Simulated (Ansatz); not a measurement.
# Geometry relaxation of PtSe$_{2}$ (part 2 of 2)

The same run, continued: PtSe$_{2}$ (P-3m1, 3 atoms in the cell); DFT PBE+D3(BJ), scalar-relativistic, plane waves, PAW, no spin polarisation (Ansatz 0.2.0); cutoff 420 eV, 6×6×4 k-mesh, Gaussian smearing of 0.1 eV. The structure derives from an entry of the Crystallography Open Database.

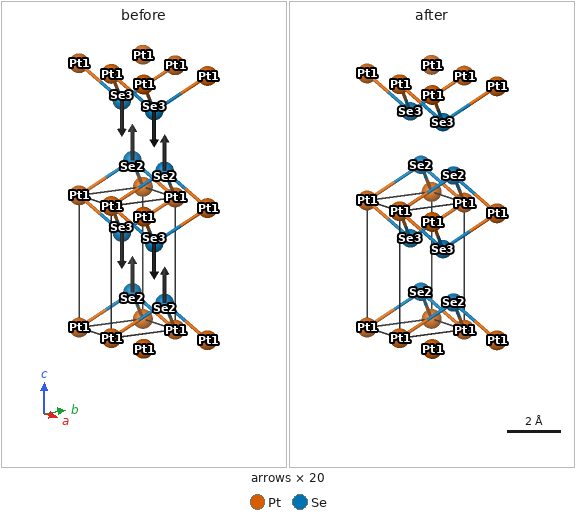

Figure 1. Before (left) and after (right) the relaxation, at one scale (ball-and-stick view of the cell of the calculation, repeated 2 × 1 × 2, seen slightly off an axis). The black arrows give the displacements (without the part carried along by the change of the cell), magnified 20 times. The energy falls by 16.6 meV per atom in 3 geometry steps. The largest force component goes from 0.6 to 0.0069 eV/Å. Pressure: 3.49 GPa at the start and −0.03 GPa at the end. The largest moves relative to the cell, 0.070 Å, are those of Se2 and Se3. Pt stays in place. Cell: a = b 3.724 → 3.764 Å (+1.1 %), c 5.062 → 4.865 Å (−3.9 %). Volume −1.8 %. Distances before and after: Pt1–Se2 2.495 → 2.526 Å. The space group stays P-3m1 (No. 164). A last SCF at the same geometry on a re-selected plane-wave basis shifts the energy by +0.1 meV per atom. (Atoms are counted from 1 in the order of the input.)

```
basis re-selected at this cell: Δ(F+E_penalty+E_count) = +2.089e-4 eV, ΔP = -0.000 GPa vs the last step (what re-selecting the basis moved, of the pressure what is left beyond the Pulay correction that the steps carried, after the strain that the cell walked since its last selection, with what the two solves' SCF thresholds leave and, on support functions, any second-order correction that the steps lacked; it is no measure of the basis error at this ecutwfc). The dense FFT grid was sized anew with the basis: this SCF ran on 27×27×36 points, the steps before it on 25×25×36, so part of this shift can come from that change (see relax.cell in the input reference). This SCF's stress stands 1.96e-1 GPa from its target on what of the cell is left free (relax.cell.stress_tol is 5.00e-1 GPa) and its largest allowed force component is 6.91e-3 eV/Å (relax.f_tol is 5.00e-2 eV/Å): within both
SCF converged after 4 iterations
Free energy (F): -23463.736215 eV
Harris-Foulkes:  -23463.736215 eV  (|F-HF|=8.51e-10)
Internal energy: -23463.731782 eV  (E = F + TS)
E sigma→0 (E₀):  -23463.733999 eV
Entropy (-TS):   -0.004433 eV (-1.478 meV/atom)
Fermi energy:    13.572503 eV
--- Per-component energies (eV) ---
  E_band       = -941.018711
  E_kinetic    = 874.546738
  E_local      = -6509.722378  (includes V_loc(G=0)·N_el)
  E_nonlocal   = -989.872757
  E_hartree    = 3018.956725
  E_xc         = -470.666846
  E_vxc        = -499.930399  (∫ρ·V_xc dr)
  E_paw        = -13278.250601  (= ΣΔE_a)
  E_vpaw       = 146.049655  (= ΣTr[D̂ρ^β])
  E_aug_tail   = -0.001009  (compensation charges beyond the density's cutoff)
  E_ewald      = -6107.259195
  E_disp       = -1.462459  (pairwise vdW)
  E_smearing   = -0.004433  (= −TS)
  E_closure    = 0.000000  (closes the sum)
  Σ components = -23463.736215   (vs F -23463.736215, Δ=0.00e0)
--- Forces (eV/Å), atoms counted from 1 ---
  atom   1  Pt     0.00000000     0.00000000     0.00000000
  atom   2  Se    -0.00000000     0.00000000     0.00691075
  atom   3  Se     0.00000000    -0.00000000    -0.00691075
  max |Σ_I F_I| component: 0.00e0 eV/Å
--- Stress (GPa, compression-positive) ---
        0.056769       0.000000      -0.000000
        0.000000       0.056769      -0.000000
        0.000000      -0.000000      -0.195574
  P = ⅓ Tr σ = -0.0273 GPa (-0.273 kbar)
--- Band table (eV; the first three rows and the last of 24) ---
  k-point 0: bands = ["-85.7597", "-40.0069", "-40.0069", "-39.9213", "-34.9912", "-34.9912", "-34.9885", "-34.9885", "-34.9843", "-34.9843", "-34.9793", "-34.9793", "-34.9787", "-34.9782", "-2.0841", "0.9430", "6.4401", "7.3590", "7.3590", "9.7828", "9.7828", "11.0797", "12.5578", "12.5578", "14.2903", "14.6718", "14.6718", "16.9689", "17.6740", "20.8739"]
  k-point 1: bands = ["-85.7597", "-40.0069", "-40.0069", "-39.9214", "-34.9907", "-34.9907", "-34.9888", "-34.9888", "-34.9837", "-34.9837", "-34.9801", "-34.9801", "-34.9789", "-34.9780", "-1.7929", "0.2885", "7.3372", "7.4057", "7.4057", "9.7552", "9.7552", "11.0199", "12.1810", "12.1810", "12.9241", "15.2745", "15.2745", "17.5807", "18.9730", "20.6191"]
  k-point 2: bands = ["-85.7597", "-40.0069", "-40.0069", "-39.9214", "-34.9901", "-34.9901", "-34.9891", "-34.9891", "-34.9823", "-34.9823", "-34.9818", "-34.9818", "-34.9791", "-34.9778", "-1.1852", "-0.6168", "7.4542", "7.4542", "8.5288", "9.7326", "9.7326", "10.6396", "11.8518", "11.8812", "11.8812", "15.8763", "15.8763", "18.5350", "20.0698", "20.2077"]
  k-point 23: bands = ["-85.7595", "-40.0130", "-40.0130", "-39.9208", "-34.9897", "-34.9897", "-34.9894", "-34.9892", "-34.9829", "-34.9823", "-34.9823", "-34.9819", "-34.9777", "-34.9777", "-0.0189", "-0.0189", "7.1756", "7.1756", "7.6035", "9.1647", "9.2702", "9.2702", "10.1252", "11.0999", "11.0999", "15.8488", "15.8488", "20.1333", "21.1245", "21.1245"]
--- Relaxed structure (4 steps of the walk, 4 accepted, 1 SCFs on fresh bases) ---
  F+E_penalty+E_count = -23463.73621516 eV   max|allowed force component| = 6.911e-3 eV/Å   (the final SCF, on the basis selected at the relaxed cell)
  cell:  # Å, volume = 59.7093 Å³
    - [3.764445874225179, 2.432007195336741e-33, -1.9456057562693927e-33]
    - [-1.8822229371125896, 3.260105758250525, -2.261641327136471e-32]
    - [3.966966838705166e-33, -3.950437810210561e-32, 4.8652984183273595]
  atoms:
    - { symbol: Pt, position: [3.3078550473064843e-34, 1.127993490937454e-34, -8.87759094607576e-35] }
    - { symbol: Se, position: [0.33333333333333326, 0.6666666666666665, 0.2644373549857367] }
    - { symbol: Se, position: [0.6666666666666666, 0.33333333333333326, 0.7355626450142634] }
```

Trajectory as extended XYZ (Å, eV, eV/Å), 5 frames, from step=1 to step=5
```
3
Lattice="3.7240 0.0000 0.0000 -1.8620 3.2251 0.0000 0.0000 0.0000 5.0620" Properties=species:S:1:pos:R:3:forces:R:3 step=1 energy=-23463.68649 pressure_GPa=3.49
Pt    0.0000    0.0000    0.0000    0.0000   0.0000   0.0000
Se    0.0000    2.1501    1.2655    0.0000   0.0000   0.6000
Se    1.8620    1.0750    3.7965    0.0000   0.0000  -0.6000
3
Lattice="3.7366 0.0000 0.0000 -1.8683 3.2360 0.0000 0.0000 0.0000 4.8764" Properties=species:S:1:pos:R:3:forces:R:3 step=2 energy=-23463.70363 pressure_GPa=-1.07
Pt    0.0000    0.0000    0.0000    0.0000   0.0000   0.0000
Se    0.0000    2.1574    1.3458    0.0000   0.0000  -0.5912
Se    1.8683    1.0787    3.5306    0.0000   0.0000   0.5912
3
Lattice="3.7694 0.0000 0.0000 -1.8847 3.2644 0.0000 0.0000 0.0000 4.9127" Properties=species:S:1:pos:R:3:forces:R:3 step=3 energy=-23463.73375 pressure_GPa=-0.82
Pt    0.0000    0.0000    0.0000    0.0000   0.0000   0.0000
Se    0.0000    2.1763    1.2894    0.0000   0.0000  -0.0076
Se    1.8847    1.0881    3.6233    0.0000   0.0000   0.0076
3
Lattice="3.7644 0.0000 0.0000 -1.8822 3.2601 0.0000 0.0000 0.0000 4.8653" Properties=species:S:1:pos:R:3:forces:R:3 step=4 energy=-23463.73642 pressure_GPa=-0.03
Pt    0.0000    0.0000    0.0000    0.0000   0.0000   0.0000
Se    0.0000    2.1734    1.2866    0.0000   0.0000   0.0070
Se    1.8822    1.0867    3.5787    0.0000   0.0000  -0.0070
3
Lattice="3.7644 0.0000 0.0000 -1.8822 3.2601 0.0000 0.0000 0.0000 4.8653" Properties=species:S:1:pos:R:3:forces:R:3 step=5 energy=-23463.73622 pressure_GPa=-0.03
Pt    0.0000    0.0000    0.0000    0.0000   0.0000   0.0000
Se    0.0000    2.1734    1.2866    0.0000   0.0000   0.0069
Se    1.8822    1.0867    3.5787    0.0000   0.0000  -0.0069
```

This output came from the following input.

Input file
```yaml
crystal:
  lattice:
    - [3.724, 0.0, 0.0]
    - [-1.862, 3.2250786037, 0.0]
    - [0.0, 0.0, 5.062]
  atoms:
    - { symbol: Pt, position: [0.0, 0.0, 0.0] }
    - { symbol: Se, position: [0.3333333333, 0.6666666667, 0.25] }
    - { symbol: Se, position: [0.6666666667, 0.3333333333, 0.75] }
basis:
  ecutwfc: 420
kpoints:
  mp_grid: { grid: [6, 6, 4] }
hamiltonian:
  xc: pbe
  dispersion: d3bj
scf:
  occupations: { method: gaussian, width: 0.1 }
output:
  forces: true
  stress: true
  eigenvalues: true
relax:
  adjacent_minimum: "off"
  f_tol: 0.05
  max_steps: 80
  cell: { stress_tol: 0.5 }
```

Command:
```bash
ansatz run input.yaml --threads 8 --pin off --max-ram 22528MiB --backend cpu --events-out ev --progress --plain --runs-dir out
```

Results in brief

- outcome: converged
- space group (tolerance 0.01 Å): P-3m1 (164)
- electrons treated: 50
- free energy: −23463.7362 eV
- Fermi energy: 13.573 eV
- gap on the k-point mesh: none (metallic)
- pressure: −0.03 GPa
- final volume: 59.71 Å³
- largest force (length of the vector) at the end: 0.007 eV/Å
- final cell: a = 3.764 Å, b = 3.764 Å, c = 4.865 Å, α = 90.00°, β = 90.00°, γ = 120.00°
- hardware: 8 threads of AMD EPYC (Zen 5), 64 GiB of memory available, shared host
- wall time: 1.2 s (CPU time 6.1 s)
- peak memory: 0.52 GiB

Notes

Spin–orbit coupling is left out, which matters for Pt.
